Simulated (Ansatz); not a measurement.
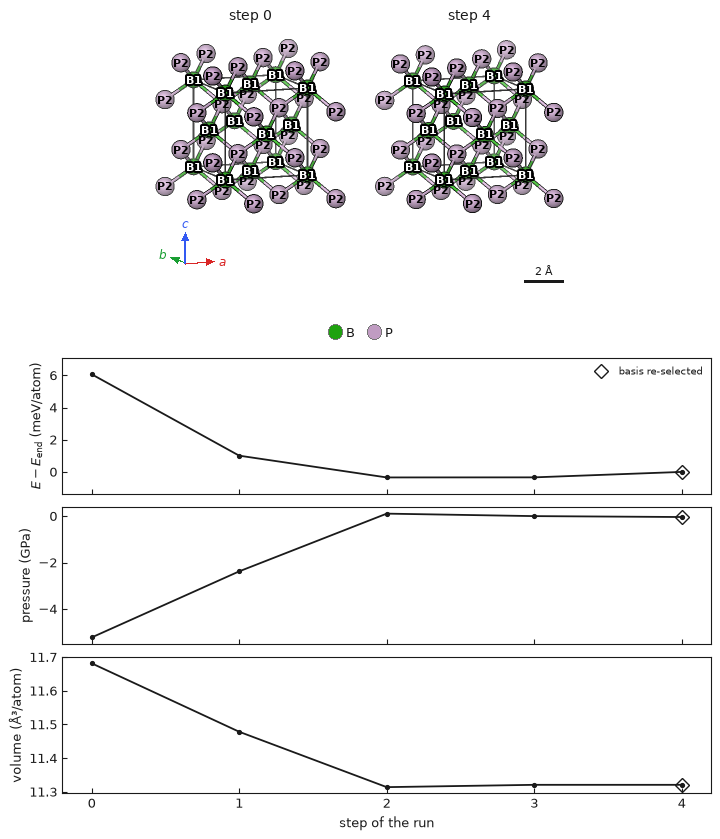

First and last geometry of a relaxation of crystalline BP (set up in F-43m), with the history of the run. The picture is a ball-and-stick view of the conventional cell (4 times the calculation's cell), seen slightly off an axis. Lengths and directions refer to the drawn axes.

Theory: DFT LDA, scalar-relativistic, plane waves, PAW (Ansatz 0.2.0). (plane-wave cutoff 420 eV; k-point mesh 10 × 10 × 10; occupations gaussian; smearing width 0.02 eV; no spin polarisation; cell and atoms relaxed; force threshold 0.005 eV/Å; at most 80 steps)

### What do the curves and the structures tell?

It converged. Over 3 accepted moves (4 points after the start) the energy falls by 6.1 meV per atom. All forces vanish by symmetry, so only the cell relaxes. Pressure: −5.23 GPa at the start and −0.04 GPa at the end. At 1 point the geometry stayed and the basis and grid were re-selected for the new cell (energy shift of 0.3 meV per atom at most each time). The atoms keep their places relative to the cell (all moves are under 0.005 Å). Cell: a = b = c 4.538 → 4.491 Å (−1.0 %). Volume −3.1 %. Near-neighbour distances that change, for instance: B1–P2 1.965 → 1.945 Å. The space group stays F-43m (No. 216). The run took 5.5 s on 1 thread of Arm Neoverse V2, on a shared host, peak memory 0.27 GiB.
